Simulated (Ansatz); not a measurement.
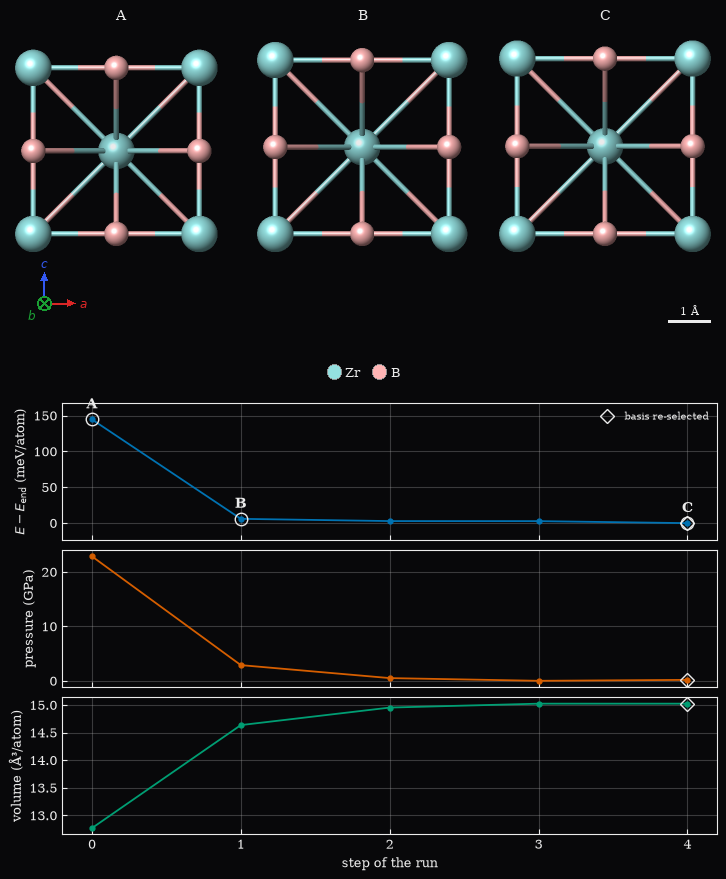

Frames of a relaxation of a crystal of Zr2B3 (a generated structure, set up in Pm-3m) (coarse preliminary run), marked on the history of the run. Style: ball-and-stick. Shown: the cell of the calculation, along the b axis.

Computed with Ansatz 0.2.0, DFT PBE, scalar-relativistic, plane waves, PAW.

Input file:
```yaml
crystal:
  lattice:
    - [3.99702709, 0.0, 0.0]
    - [0.0, 3.99702709, 0.0]
    - [0.0, 0.0, 3.99702709]
  atoms:
    - { symbol: Zr, position: [0.0, 0.0, 0.0] }
    - { symbol: Zr, position: [0.5, 0.5, 0.5] }
    - { symbol: B, position: [0.5, 0.0, 0.0] }
    - { symbol: B, position: [0.0, 0.5, 0.0] }
    - { symbol: B, position: [0.0, 0.0, 0.5] }
basis:
  ecutwfc: 420
kpoints:
  mp_grid: { grid: [4, 4, 4] }
hamiltonian:
  xc: pbe
scf:
  occupations: { method: gaussian, width: 0.1 }
  lower_state_search: "off"
output:
  forces: true
  stress: true
  eigenvalues: true
relax:
  adjacent_minimum: "off"
  f_tol: 0.04
  max_steps: 70
  cell: { stress_tol: 0.4 }
```

Command:
```bash
ansatz run input.yaml --threads 1 --pin off --max-ram 2560MiB --backend cpu --events-out ev --progress --plain --runs-dir out
```

> What happens along the run?

No atom moves by more than 0.005 Å relative to the cell. The drawn cell changes as follows: a = b = c 3.997 → 4.220 Å (+5.6 %); the volume changes by +17.6 %. Among the contacts that change: Zr1–Zr2 3.462 → 3.654 Å, Zr2–B3 2.826 → 2.984 Å, Zr1–B3 1.999 → 2.110 Å. The space group stays Pm-3m (No. 221). After 3 accepted moves (4 points after the start) the energy has fallen by 145 meV per atom. All forces vanish by symmetry, so only the cell relaxes. The pressure goes from 22.87 to 0.19 GPa. At 1 point the geometry stayed and the basis and grid were re-selected for the new cell (energy shift of 2.8 meV per atom at most each time). From step 0 to 1: volume +14.6 %, energy −139 meV per atom. From step 1 to 4: volume +2.7 %, energy −6.0 meV per atom.

Limits of the set-up: the k-point mesh is coarse for a cell with partly filled bands.
